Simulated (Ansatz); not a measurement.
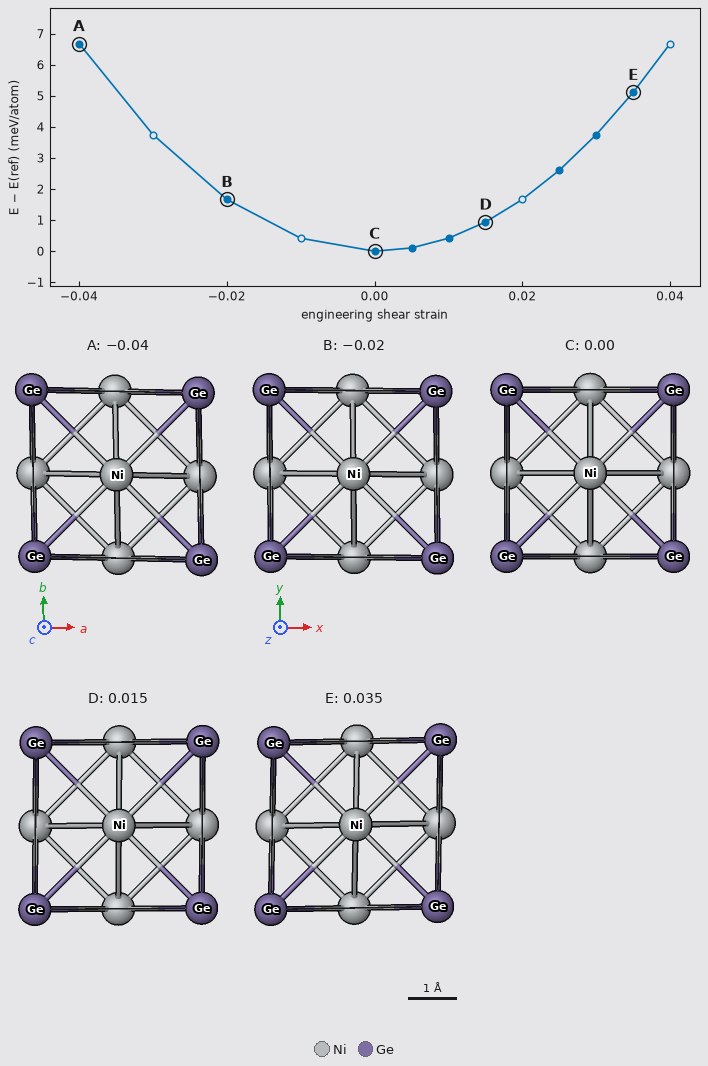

A scan of crystalline Ni3Ge (Pm-3m): the cell is strained in shear in the xy plane, with the atoms kept at their fractional coordinates. x, y and z are the Cartesian axes of the input. The lettered frames are marked on the plot. Hollow markers are points alike by symmetry, not computed again. A ball-and-stick model of the cell of the calculation, seen along the c axis.

Computed with Ansatz 0.2.0, DFT PBEsol, scalar-relativistic, plane waves, PAW. Settings: plane-wave cutoff 420 eV; k-point mesh 14 × 14 × 14; occupations gaussian; smearing width 0.15 eV; no spin polarisation. Energies (free energies at the smearing named) are counted from the relaxed crystal.

### Describe the profile.

The lowest computed point lies at the strain 0.00 (0.00 meV/atom). The curvature at zero strain, (1/V) d²E/dε², is about 120 GPa; it is C₆₆ with clamped ions. The distortion takes the space group from Pm-3m to Cmmm. At the strain −0.04 the cell of the drawing goes a 3.525 → 3.526 Å, b 3.525 → 3.526 Å, γ 90.0° → 92.3°.
